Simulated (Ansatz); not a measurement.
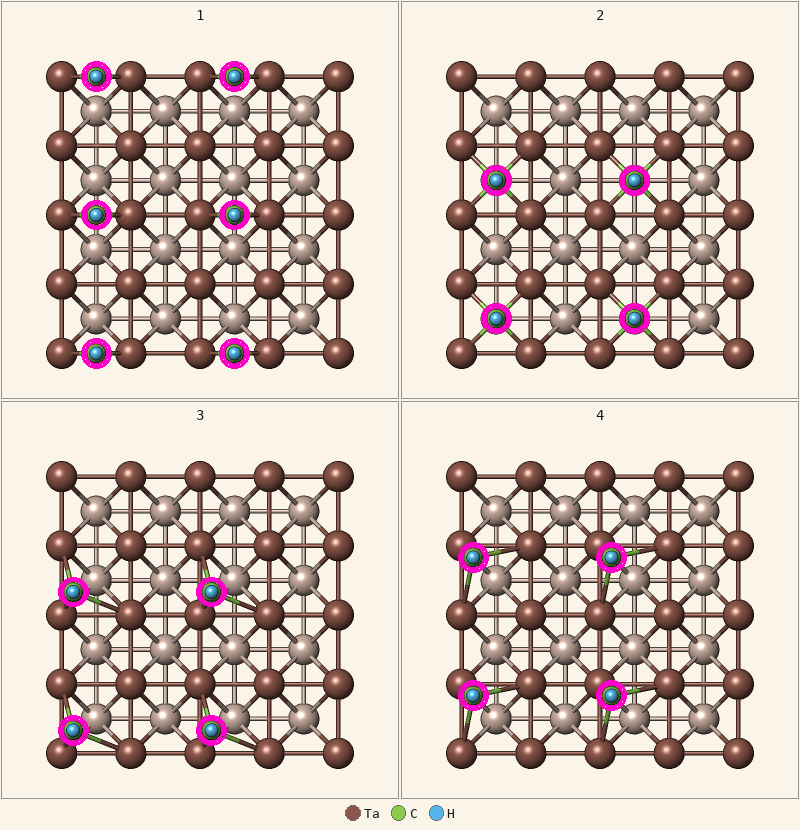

CH on a Ta(100) slab cut from the Fm-3m phase, its upper half relaxed before the scan (12 atoms of substrate and one adsorbate in a 2 × 2 cell). CH is moved over the surface cell; relaxed at each place: the height of the adsorbate's atoms; substrate rigid; the origin of the map has the adsorbate above Ta9. Places are given modulo a cell vector. The map is drawn in real space over the plane of the surface. Grid: 6 × 6 points; 10 points were computed and 26 follow by symmetry. Places are given in fractions of the 1 × 1 surface cell. Energies are in eV, from the lowest grid point. Computed with DFT LDA, scalar-relativistic, plane waves, PAW in Ansatz. Settings: cutoff 420 eV, k-mesh 5×5×1, gaussian smearing 0.1 eV, spin-polarised.

The numbered pictures are structures from this grid. Rings mark the moved atoms.

**Which is the most stable, and how do the others follow?**

2, at a fourfold hollow over a second-layer Ta atom, (3/6, 3/6) of the cell vectors: 0.00 eV; 1, at a bridge site between two Ta atoms, (3/6, 0/6) of the cell vectors: 1.86 eV; 3, at (1/6, 2/6) of the cell vectors: 2.31 eV; 4, at (1/6, 5/6) of the cell vectors: 2.83 eV.

The map, with the structures marked:

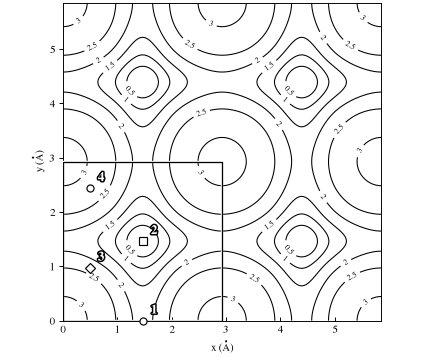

The picture shows contour lines labelled in eV, the outline of one cell of the 2 × 2 shown. Between grid points the surface is interpolated.

PAW datasets: the set soft_1.
